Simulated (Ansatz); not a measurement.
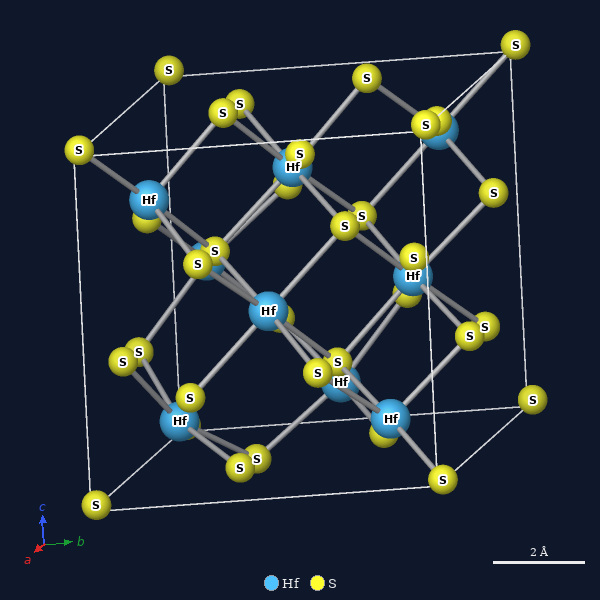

An orthographic ball-and-stick view of the structure, slightly off an axis. Atoms at the boundary of the supercell (the box) are drawn once for each face, edge or corner they touch. The host is HfS₂, in a cell of 27 sites, and the cell carries a charge of +1.

> Spot the defect.

A sulfur vacancy. Around the empty site lie three Hf at about 2.8 Å.

The numbers come from DFT PBE+D3(BJ), scalar-relativistic, plane waves, PAW (Ansatz 0.2.0), using plane-wave cutoff 420 eV, k-mesh 2×2×2, Gaussian smearing of 0.01 eV, collinear spins.

> Is the defect magnetic?

Yes, 1.0 μB in the cell.

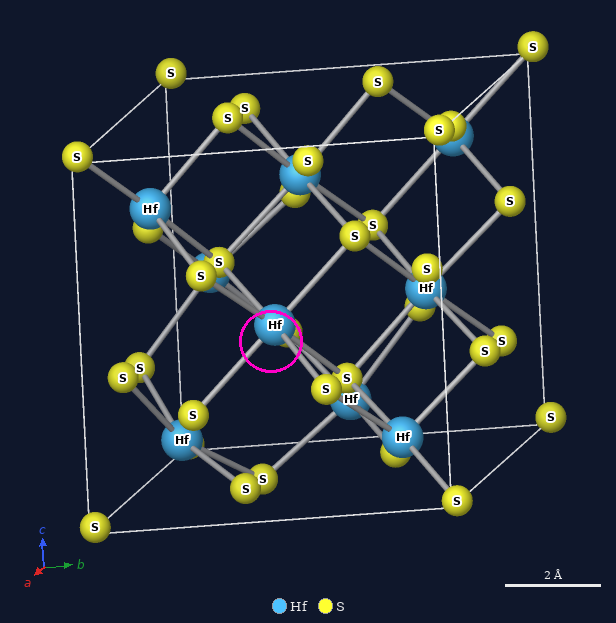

The same cell with a ring at the defect's site.

The atoms were relaxed in the host's cell with DFT PBE+D3(BJ), scalar-relativistic, plane waves, PAW in Ansatz.
